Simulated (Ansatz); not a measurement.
**LiHF$_{2}$: density, localisation and related maps**

```yaml
crystal:
  lattice:
    - [5.05824, 0.00000, -0.51392]
    - [0.00000, -3.00275, 0.00000]
    - [-2.13104, 0.00000, -4.17066]
  atoms:
    - { symbol: Li, position: [0.00000, 0.00000, 0.00000] }
    - { symbol: Li, position: [0.50000, 0.50000, 0.00000] }
    - { symbol: H, position: [0.00000, 0.50000, 0.50000] }
    - { symbol: H, position: [0.50000, 0.00000, 0.50000] }
    - { symbol: F, position: [0.41356, 0.00000, 0.23989] }
    - { symbol: F, position: [0.91356, 0.50000, 0.23989] }
    - { symbol: F, position: [0.08644, 0.50000, 0.76011] }
    - { symbol: F, position: [0.58644, 0.00000, 0.76011] }
```

Space group C2/m; a structure from a database of computed crystals, not necessarily the ambient phase; started from the database structure prototype, which need not be the ambient phase; changed on purpose from its base cell (uniaxial y strain +2.3%).

The calculation used Ansatz 0.2.0, DFT, r2SCAN, plane waves, PAW.

Core electrons are frozen (PAW), and the valence fields are smoothed inside the atomic spheres.

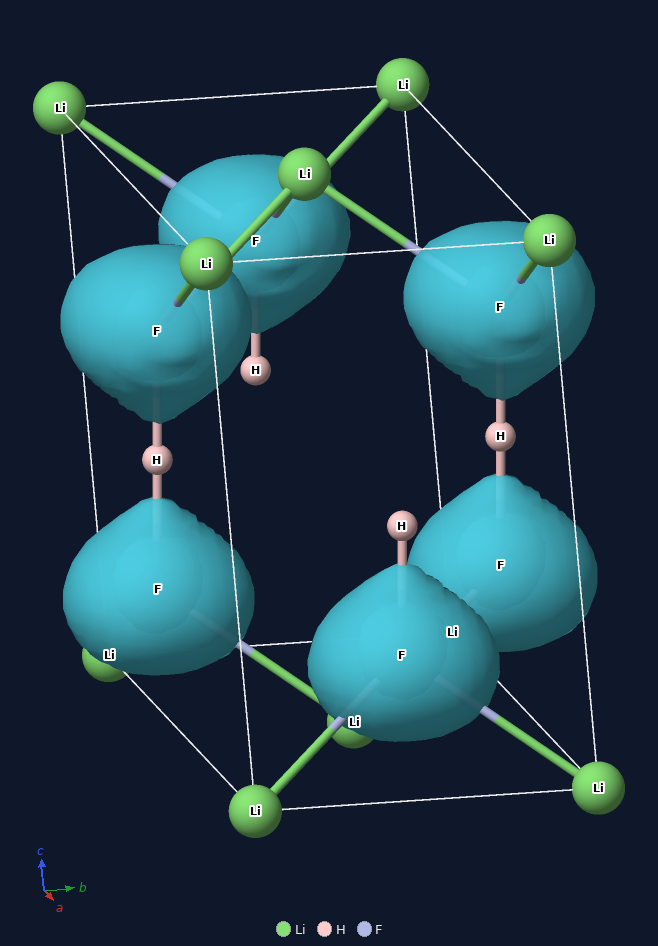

Figure 1. Isosurface of the electron localisation function at 0.75 (cyan), seen slightly off an axis. Core shells and regions of very low density are left out. Sticks mark near contacts.

**Describe the localisation domains.**

The ELF exceeds this value in four regions on F in which the atom's valence shell and bonds are merged, counted in one cell of 8 atoms. Any copies at cell faces, edges or corners count once.


F–H (1.14 Å): the ELF peaks at about 0.80 between the atoms. Li–F (1.99 Å): the ELF peaks at about 0.85 in the valence shell of F, 0.5 Å from its nucleus, and falls to about 0 next to Li (a largely ionic contact).

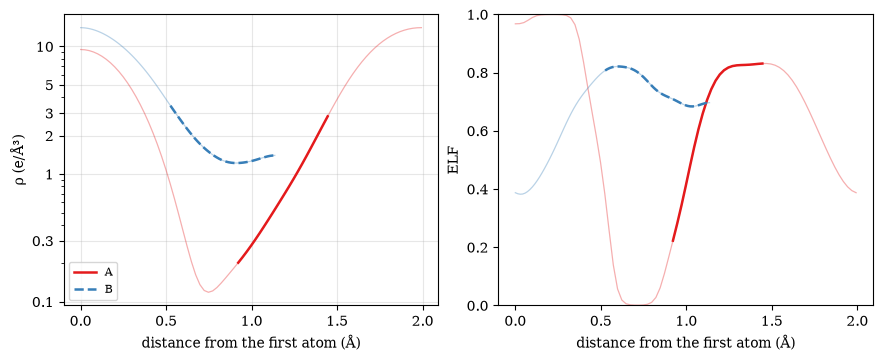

Figure 2. Valence electron density and electron localisation function along straight lines between neighbouring atoms. Thin, pale parts lie inside the atomic spheres.

**Which curve belongs to which contact (F–H and Li–F)? The first atom named is at distance zero.**

Curve A: Li–F (1.99 Å): the density is about 0.27 e/Å³ at the midpoint; the ELF peaks at about 0.85 in the valence shell of F, 0.5 Å from its nucleus, and falls to about 0 next to Li; a closed-shell, largely ionic contact. Curve B: F–H (1.14 Å): ρ at the midpoint is about 2.8 e/Å³; the ELF peaks at about 0.80 between the atoms.

**Does the calculation give a band gap?**

It is gapped, with a Kohn–Sham gap of 9.1 eV on the k-point mesh, an upper bound to the gap of this method.
